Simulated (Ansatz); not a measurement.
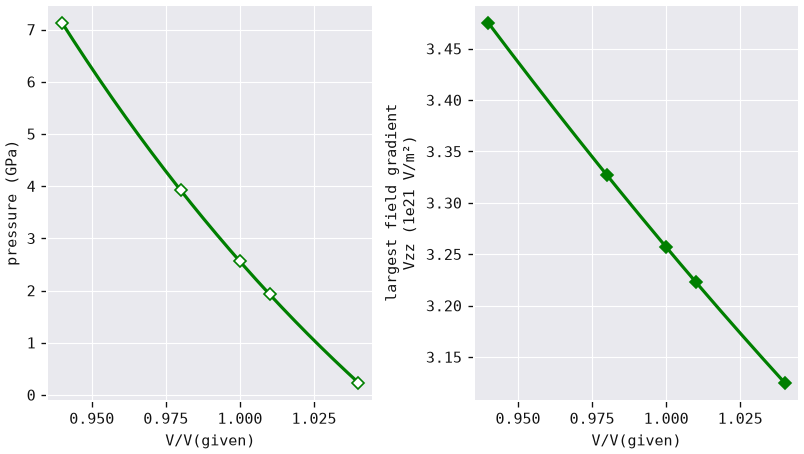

The figure shows the pressure and largest field gradient Vzz against V/V(given) for CdS, space group P6_3mc (No. 186).

Cell as given: a = 4.135 Å, b = 4.135 Å, c = 6.749 Å, α = 90.00°, β = 90.00°, γ = 120.00°; 4 atoms.

Method: periodic Kohn-Sham DFT of a crystal at fixed atoms, scaled to the stated factor times the given cell; pressure positive in compression (Ansatz 0.2.0). Level: PBE.

- method: all-electron PAW
- relativity: scalar
- k mesh: 7×7×4
- occupations: Fermi–Dirac
- smearing width: 0.01 eV
- nucleus: Gaussian

V(given) is 24.98 Å³/atom.

Q: What does the pressure do across the range?

A: It falls from 7.126 GPa at V/V(given) 0.94 to 0.234 GPa at 1.04.

Q: Read off the course of the largest field gradient Vzz.

A: It falls from 3.475 1e21 V/m² at V/V(given) 0.94 to 3.125 1e21 V/m² at 1.04.

Caveats: field gradient without spin-orbit coupling on heavy atoms; the volumes run don't bracket the minimum of the energy, so any equilibrium value is extrapolated; shape and atomic fractions are frozen while scaling, which makes layered, chain and framework solids too stiff.
